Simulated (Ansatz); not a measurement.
```yaml
crystal:
  lattice:
    - [4.49823, 0.00000, 0.00000]
    - [0.00000, 0.00000, -4.49823]
    - [0.00000, 4.49823, 0.00000]
  atoms:
    - { symbol: Ga, position: [0.50000, 0.50000, 0.00000] }
    - { symbol: Ga, position: [0.00000, 0.50000, 0.50000] }
    - { symbol: Ga, position: [0.00000, 0.00000, 0.00000] }
    - { symbol: Ga, position: [0.50000, 0.00000, 0.50000] }
    - { symbol: N, position: [0.25000, 0.75000, 0.25000] }
    - { symbol: N, position: [0.75000, 0.75000, 0.75000] }
    - { symbol: N, position: [0.75000, 0.25000, 0.25000] }
    - { symbol: N, position: [0.25000, 0.25000, 0.75000] }
```

Space group F-43m; a generated structure, not necessarily the stable one.

All numbers below come from Ansatz 0.2.0, DFT HSE06, scalar-relativistic, plane waves, PAW.

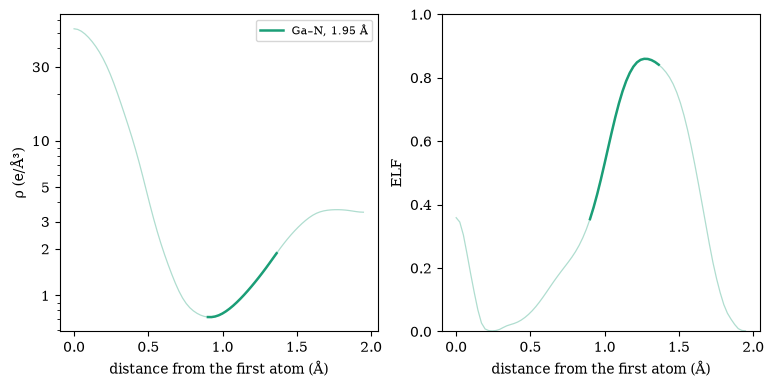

GaN. Valence pseudo-density and ELF along straight lines between neighbouring atoms. Thin, pale parts lie inside the atomic spheres.

The density is the valence pseudo-density of a PAW calculation; it isn't the true density close to the nuclei.

What can be read from the curves?

Ga–N (1.95 Å): the density is about 0.74 e/Å³ at the midpoint; the ELF peaks at about 0.85 in the valence shell of N, 0.7 Å from its nucleus, and is about 0.50 at the midpoint.
